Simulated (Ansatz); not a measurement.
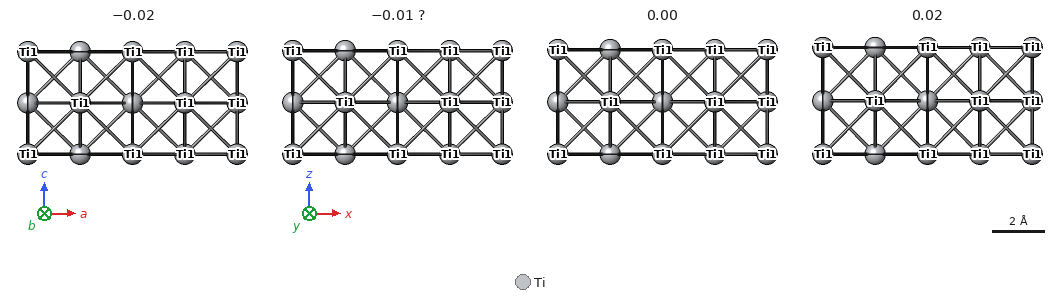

Crystalline Ti (Fm-3m): the cell is strained along z alone, with the atoms kept at their fractional coordinates. x, y and z are the Cartesian axes of the input. A ball-and-stick model of the conventional cell (4 times the calculation's cell), repeated 2 × 2 × 1 with one cell outlined, seen along the b axis. Lengths and directions refer to the drawn axes.

Method: DFT PBEsol, scalar-relativistic, plane waves, PAW in Ansatz. Set-up: plane-wave cutoff 420 eV; k-point mesh 26 × 26 × 26; occupations gaussian; smearing width 0.15 eV; no spin polarisation. Energies (free energies at the smearing named) are counted from the relaxed crystal.

| strain | energy change (meV/atom) |
| --- | --- |
| −0.0200 | 3.09 |
| −0.0150 | 1.76 |
| −0.0100 | ? |
| −0.0050 | 0.22 |
| 0.0000 | 0.00 |
| 0.0050 | 0.14 |
| 0.0100 | 0.64 |
| 0.0150 | 1.48 |
| 0.0175 | 2.02 |
| 0.0200 | 2.65 |

Estimate the missing energy from the other rows, and compare with the calculation.

A straight line between the two neighbours gives 0.99 meV/atom. A cubic through the four nearest rows (−0.0200, −0.0150, −0.0050, 0.0000) gives, with Lagrange weights, (−0.1667)(3.09) + (0.6667)(1.76) + (0.6667)(0.22) + (−0.1667)(0.00) = 0.80 meV/atom. The calculation gives 0.80 meV/atom, so the cubic is right to the digits shown and the straight line 0.19 meV/atom too high, as the curve bends upwards here.

The whole profile:

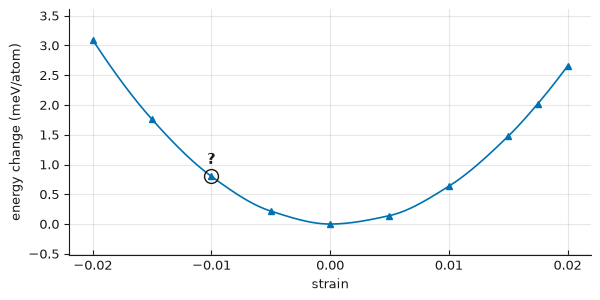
